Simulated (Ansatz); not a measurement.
# CoO: one change and its effect

System: CoO (F-43m, 2 atoms in the cell).
Method of run A: DFT PBEsol+U, scalar-relativistic, plane waves, PAW, Ueff = 5 eV on Co d, spin-polarised (Ansatz 0.2.0).

The structure was built on a prototype by a generator; it need not be a known phase. Text and figures count atoms from 1; the logs count them from 0 in places.

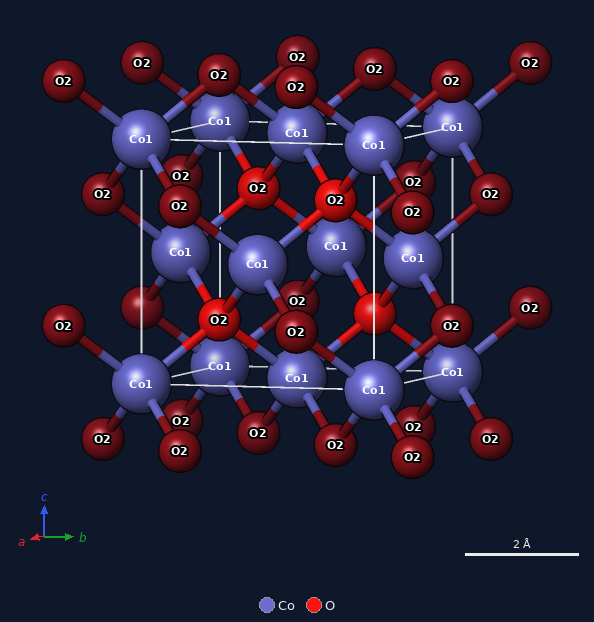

Fig. 1: The structure as given in the input (ball-and-stick view of the cell 4 times as large as that of the calculation, set on its symmetry axes, seen at an oblique angle; neighbours outside the cell are drawn fainter; atoms are numbered from 1 in the order of the input). An atom can appear more than once, as a periodic image. Near neighbours in the periodic cell (some may lie outside the picture): Co has 4 O at 1.88 Å; O has 4 Co at 1.88 Å.

Input file, run A:
```yaml
crystal:
  lattice:
    - [0.0, 2.174480496, 2.174480496]
    - [2.174480496, 0.0, 2.174480496]
    - [2.174480496, 2.174480496, 0.0]
  atoms:
    - { symbol: Co, position: [0.0, 0.0, 0.0], spin: 3.0 }
    - { symbol: O, position: [0.25, 0.25, 0.25] }
basis:
  ecutwfc: 420
kpoints:
  mp_grid: { grid: [16, 16, 16] }
hamiltonian:
  xc: pbesol
  hubbard: { sites: [{ species: Co, l: d, u_eff: 5.0 }] }
scf:
  occupations: { method: gaussian, width: 0.05 }
output:
  forces: true
  stress: true
  eigenvalues: true
  populations: true
magnetization:
  spin_polarized: true
```

Command:
```bash
ansatz run input.yaml --threads 1 --pin off --max-ram 2560MiB --backend cpu --events-out ev --progress --plain --runs-dir out
```

Hardware: 1 thread of Intel Xeon @ 2.70GHz, 189 GiB of memory available, shared host.

Output, shortened to warnings, some set-up lines, iterations and results (run A):
```
Basis set: ecut = 420 eV, 411 PW (Γ), exchange–correlation on 48×48×48 points (8 copies of the dense FFT grid, shifted against one another)
Symmetry: 24 space group operations
k-points: 145 of 4096 (time reversal used)
Initial density: superposition of atomic densities (chi_scale 0.1, normalization cell, long waves kept (reshape's long-wave potential 0.00 eV rms))
[...]
SCF iter   1: F=—  HF=-5650.369849 eV  |F-HF|=—  |Δ(HF+E_count)|=         —  Δρ=2.07e-1 (↑6.19e-2 ↓2.07e-1)  dr2=1.11e1  dr2_m=1.09e0  M=2.437 μB ∫|m|=2.437 μB  β_m=0.30  …
SCF iter   2: F=—  HF=-5649.392124 eV  |F-HF|=—  |Δ(HF+E_count)|=   9.78e-1  Δρ=5.08e-2 (↑4.13e-2 ↓5.08e-2)  dr2=4.86e-1  dr2_m=2.25e-1  M=3.000 μB ∫|m|=3.000 μB  β_m=1.00  …
SCF iter   3: F=—  HF=-5649.594291 eV  |F-HF|=—  |Δ(HF+E_count)|=   2.02e-1  Δρ=2.78e-2 (↑2.16e-2 ↓2.78e-2)  dr2=1.97e-1  dr2_m=8.68e-3  M=2.982 μB ∫|m|=2.984 μB  β_m=0.30  …
SCF iter   4: F=—  HF=-5649.909484 eV  |F-HF|=—  |Δ(HF+E_count)|=   3.15e-1  Δρ=1.92e-2 (↑9.92e-3 ↓1.92e-2)  dr2=2.40e-2  dr2_m=1.50e-2  M=2.965 μB ∫|m|=2.967 μB  β_m=1.00  …
SCF iter   5: F=—  HF=-5650.246995 eV  |F-HF|=—  |Δ(HF+E_count)|=   3.38e-1  Δρ=1.40e-2 (↑3.28e-3 ↓1.40e-2)  dr2=3.22e-2  dr2_m=5.75e-3  M=2.996 μB ∫|m|=3.000 μB  β_m=1.00  …
[... 15 lines ...]
SCF iter   1: F=—  HF=-5650.830277 eV  |F-HF|=—  |Δ(HF+E_count)|=         —  Δρ=8.73e-6 (↑6.95e-6 ↓8.73e-6)  dr2=5.73e-10  dr2_m=1.13e-8  M=3.000 μB ∫|m|=3.003 μB  …
SCF iter   2: F=—  HF=-5650.828080 eV  |F-HF|=—  |Δ(HF+E_count)|=   2.20e-3  Δρ=7.69e-4 (↑2.56e-4 ↓7.69e-4)  dr2=7.25e-5  dr2_m=1.73e-5  M=3.000 μB ∫|m|=3.003 μB  …
SCF iter   3: F=—  HF=-5650.830277 eV  |F-HF|=—  |Δ(HF+E_count)|=   2.20e-3  Δρ=3.47e-5 (↑2.04e-5 ↓3.47e-5)  dr2=3.49e-7  dr2_m=2.12e-8  M=3.000 μB ∫|m|=3.003 μB  …
SCF iter   4: F=-5650.830277 eV  HF=-5650.830277 eV  |F-HF|=2.46e-10  |Δ(HF+E_count)|=   7.29e-7  Δρ=1.05e-6 (↑1.05e-6 ↓5.95e-7)  dr2=3.01e-10  dr2_m=3.16e-11  M=3.000 μB …
SCF 2 converged in 4 iterations: F = -5650.830277 eV  dr2 = 3.01e-10
an SCF along what the orbitals of the run's state read of its open shells (or to have them read: on a GPU, or by another smearing), with 20 of the crystal's symmetry operations given up (554 k-points in place of 145), reached no lower state that the run goes on to. This is no proof of a minimum
SCF converged after 19 iterations
Magnetization: 3.0000 μB (13.0000 up, 10.0000 down)
Absolute magnetization: 3.0014 μB (∫|ρ↑−ρ↓|, with the PAW one-centre terms)
Spin contamination: 0.0041 ħ² per cell (⟨S²⟩ above its minimum at these occupations)
Per-site moments (μB) at R_I (Å): [(2.3990948089513644, 0.776801581697537), (0.21013098015739823, 0.776801581697537)]
Free energy (F): -5650.830277 eV
Harris-Foulkes:  -5650.830277 eV  (|F-HF|=4.86e-9)
Internal energy: -5650.830277 eV  (E = F + TS)
E sigma→0 (E₀):  -5650.830277 eV
Fermi energy:    12.752929 eV
--- Per-component energies (eV) ---
  E_band       = -346.846904
  E_kinetic    = 623.361154
  E_local      = -3726.135722  (includes V_loc(G=0)·N_el)
  E_nonlocal   = 516.844626
  E_hartree    = 1539.006599
  E_xc         = -227.860951
  E_vxc        = -294.397674  (∫ρ·V_xc dr)
  E_hubbard    = 0.961663  (on-site DFT+U / exact-exchange correction)
  E_vhub       = -16.340739  (the Hubbard potential's part of the band-sum identity)
  E_paw        = -1639.529788  (= ΣΔE_a)
  E_vpaw       = -528.194618  (= ΣTr[D̂ρ^β])
  E_aug_tail   = 0.002383  (compensation charges beyond the density's cutoff)
  E_ewald      = -2737.703947
  E_core_change = 0.223707  (= ΣΔE_core)
  E_smearing   = -0.000000  (= −TS)
  E_closure    = 0.000000  (closes the sum)
  Σ components = -5650.830277   (vs F -5650.830277, Δ=0.00e0)
--- Forces (eV/Å), atoms counted from 1 ---
  atom   1  Co    -0.00000000     0.00000000    -0.00000000
  atom   2  O     -0.00000000    -0.00000000     0.00000000
  max |Σ_I F_I| component: 2.08e-17 eV/Å
--- Stress (GPa, compression-positive) ---
       33.006377       0.000000      -0.000000
       -0.000000      33.006377       0.000000
       -0.000000       0.000000      33.006377
  P = ⅓ Tr σ = 33.0064 GPa (330.064 kbar)
Occupation matrices written to [file]
--- Löwdin populations: 2 sites ---
  site symbol       q [e]    m [muB]
     0     Co     15.8307     2.6141
     1      O      7.0227     0.3425
  spilling = 0.006374 (of n_electrons = 23.000000)
```

For run B the input was changed thus:
```diff
-  hubbard: { sites: [{ species: Co, l: d, u_eff: 5.0 }] }
+  hubbard: { sites: [{ species: Co, l: d, u_eff: 3.0 }] }
```

How does run B compare with run A?

The total energies belong to different models, so their difference says nothing on which is more stable or more accurate. The gap of 0.43 eV on the mesh closes. The pressure goes from 33.01 to 26.87 GPa. U penalises partly filled orbitals: filled states of the shell move down and empty ones up, so the larger U gives the wider gap. On the same kind of shared host run B took about 0.24 times as long.

Output, shortened to warnings, some set-up lines, iterations and results (run B):
```
Basis set: ecut = 420 eV, 411 PW (Γ), exchange–correlation on 48×48×48 points (8 copies of the dense FFT grid, shifted against one another)
Symmetry: 24 space group operations
k-points: 145 of 4096 (time reversal used)
Initial density: superposition of atomic densities (chi_scale 0.1, normalization cell, long waves kept (reshape's long-wave potential 0.00 eV rms))
[...]
SCF iter   1: F=—  HF=-5651.906848 eV  |F-HF|=—  |Δ(HF+E_count)|=         —  Δρ=2.42e-1 (↑5.96e-2 ↓2.42e-1)  dr2=1.36e1  dr2_m=1.83e0  M=2.115 μB ∫|m|=2.115 μB  β_m=0.30  …
SCF iter   2: F=—  HF=-5650.592832 eV  |F-HF|=—  |Δ(HF+E_count)|=    1.31e0  Δρ=5.55e-2 (↑4.46e-2 ↓5.55e-2)  dr2=4.98e-1  dr2_m=2.60e-1  M=2.970 μB ∫|m|=2.970 μB  β_m=1.00  …
SCF iter   3: F=—  HF=-5650.623324 eV  |F-HF|=—  |Δ(HF+E_count)|=   3.05e-2  Δρ=2.53e-2 (↑2.32e-2 ↓2.53e-2)  dr2=1.69e-1  dr2_m=1.42e-2  M=2.908 μB ∫|m|=2.909 μB  β_m=0.30  …
SCF iter   4: F=—  HF=-5650.782226 eV  |F-HF|=—  |Δ(HF+E_count)|=   1.59e-1  Δρ=1.47e-2 (↑1.18e-2 ↓1.47e-2)  dr2=1.94e-2  dr2_m=1.05e-2  M=2.883 μB ∫|m|=2.885 μB  β_m=0.30  …
SCF iter   5: F=—  HF=-5650.925434 eV  |F-HF|=—  |Δ(HF+E_count)|=   1.43e-1  Δρ=1.53e-2 (↑9.64e-3 ↓1.53e-2)  dr2=1.38e-2  dr2_m=1.37e-2  M=2.861 μB ∫|m|=2.863 μB  β_m=0.54  …
SCF iter   6: F=—  HF=-5651.230060 eV  |F-HF|=—  |Δ(HF+E_count)|=   3.05e-1  Δρ=7.90e-3 (↑7.90e-3 ↓7.64e-3)  dr2=1.64e-2  dr2_m=3.90e-3  M=2.845 μB ∫|m|=2.847 μB  β_m=0.66  …
SCF iter   7: F=—  HF=-5651.274414 eV  |F-HF|=—  |Δ(HF+E_count)|=   4.44e-2  Δρ=1.91e-2 (↑1.04e-2 ↓1.91e-2)  dr2=6.96e-2  dr2_m=2.63e-2  M=2.968 μB ∫|m|=2.970 μB  β_m=0.50  …
SCF iter   8: F=—  HF=-5651.262765 eV  |F-HF|=—  |Δ(HF+E_count)|=   1.16e-2  Δρ=6.99e-3 (↑6.99e-3 ↓6.21e-3)  dr2=1.22e-3  dr2_m=7.87e-3  M=2.935 μB ∫|m|=2.937 μB  β_m=0.75  …
SCF iter   9: F=—  HF=-5651.267712 eV  |F-HF|=—  |Δ(HF+E_count)|=   4.95e-3  Δρ=8.15e-3 (↑1.98e-3 ↓8.15e-3)  dr2=1.23e-2  dr2_m=2.58e-3  M=2.952 μB ∫|m|=2.954 μB  β_m=0.75  …
SCF iter  10: F=—  HF=-5651.265919 eV  |F-HF|=—  |Δ(HF+E_count)|=   1.79e-3  Δρ=8.71e-4 (↑2.40e-4 ↓8.71e-4)  dr2=1.56e-4  dr2_m=2.55e-5  M=2.960 μB ∫|m|=2.962 μB  β_m=0.83  …
SCF iter  11: F=—  HF=-5651.265923 eV  |F-HF|=—  |Δ(HF+E_count)|=   4.16e-6  Δρ=1.80e-4 (↑1.62e-4 ↓1.80e-4)  dr2=6.08e-7  dr2_m=4.77e-6  M=2.961 μB ∫|m|=2.963 μB  β_m=0.92  …
SCF iter  12: F=—  HF=-5651.265930 eV  |F-HF|=—  |Δ(HF+E_count)|=   6.42e-6  Δρ=7.27e-5 (↑6.51e-5 ↓7.27e-5)  dr2=9.90e-8  dr2_m=8.13e-7  M=2.961 μB ∫|m|=2.963 μB  β_m=0.96  …
SCF iter  13: F=-5651.265930 eV  HF=-5651.265930 eV  |F-HF|=1.22e-9  |Δ(HF+E_count)|=   5.79e-7  Δρ=7.86e-6 (↑7.46e-6 ↓7.86e-6)  dr2=4.35e-9  dr2_m=9.46e-9  M=2.961 μB …
SCF 1 converged in 13 iterations: F = -5651.265930 eV  dr2 = 4.35e-9
SCF converged after 13 iterations
Magnetization: 2.9614 μB (12.9807 up, 10.0193 down)
Absolute magnetization: 2.9626 μB (∫|ρ↑−ρ↓|, with the PAW one-centre terms)
Spin contamination: 0.0071 ħ² per cell (⟨S²⟩ above its minimum at these occupations)
Per-site moments (μB) at R_I (Å): [(2.33160940654014, 0.776801581697537), (0.25929801660738827, 0.776801581697537)]
Free energy (F): -5651.265930 eV
Harris-Foulkes:  -5651.265930 eV  (|F-HF|=1.22e-9)
Internal energy: -5651.265245 eV  (E = F + TS)
E sigma→0 (E₀):  -5651.265588 eV
Entropy (-TS):   -0.000685 eV (-0.343 meV/atom)
Fermi energy:    12.694084 eV
--- Per-component energies (eV) ---
  E_band       = -339.890513
  E_kinetic    = 623.336079
  E_local      = -3726.781416  (includes V_loc(G=0)·N_el)
  E_nonlocal   = 516.593302
  E_hartree    = 1539.642504
  E_xc         = -227.775029
  E_vxc        = -294.292395  (∫ρ·V_xc dr)
  E_hubbard    = 0.775358  (on-site DFT+U / exact-exchange correction)
  E_vhub       = -9.505287  (the Hubbard potential's part of the band-sum identity)
  E_paw        = -1639.578175  (= ΣΔE_a)
  E_vpaw       = -528.527318  (= ΣTr[D̂ρ^β])
  E_aug_tail   = 0.002372  (compensation charges beyond the density's cutoff)
  E_ewald      = -2737.703947
  E_core_change = 0.223707  (= ΣΔE_core)
  E_smearing   = -0.000685  (= −TS)
  E_closure    = -0.000000  (closes the sum)
  Σ components = -5651.265930   (vs F -5651.265930, Δ=0.00e0)
--- Forces (eV/Å), atoms counted from 1 ---
  atom   1  Co     0.00000000     0.00000000     0.00000000
  atom   2  O     -0.00000000    -0.00000000     0.00000000
  max |Σ_I F_I| component: 7.52e-18 eV/Å
--- Stress (GPa, compression-positive) ---
       26.873137       0.000000      -0.000000
       -0.000000      26.873137       0.000000
       -0.000000       0.000000      26.873137
  P = ⅓ Tr σ = 26.8731 GPa (268.731 kbar)
Occupation matrices written to [file]
--- Löwdin populations: 2 sites ---
  site symbol       q [e]    m [muB]
     0     Co     15.8891     2.5152
     1      O      6.9624     0.4058
  spilling = 0.006453 (of n_electrons = 23.000000)
```

The two runs side by side:

```csv
quantity,run A,run B
outcome,converged,converged
free energy per atom (eV),−2825.4151,−2825.6330
gap on the mesh (eV),0.43,0.00
net moment of the cell (μB),3.00,2.96
absolute moment of the cell (μB),3.00,2.96
pressure (GPa),33.01,26.87
largest force (eV/Å),0.000,0.000
irreducible k-points,145,145
plane waves at Γ,411,411
SCF iterations,–,13
wall time (shared host),90 s,21 s
```

For both runs: The electronic state found may not be the lowest one. For run A: The cell is under a pressure of 33 GPa at this level, so it is not at its equilibrium volume. For run B: The cell is under a pressure of 27 GPa at this level, so it is not at its equilibrium volume.
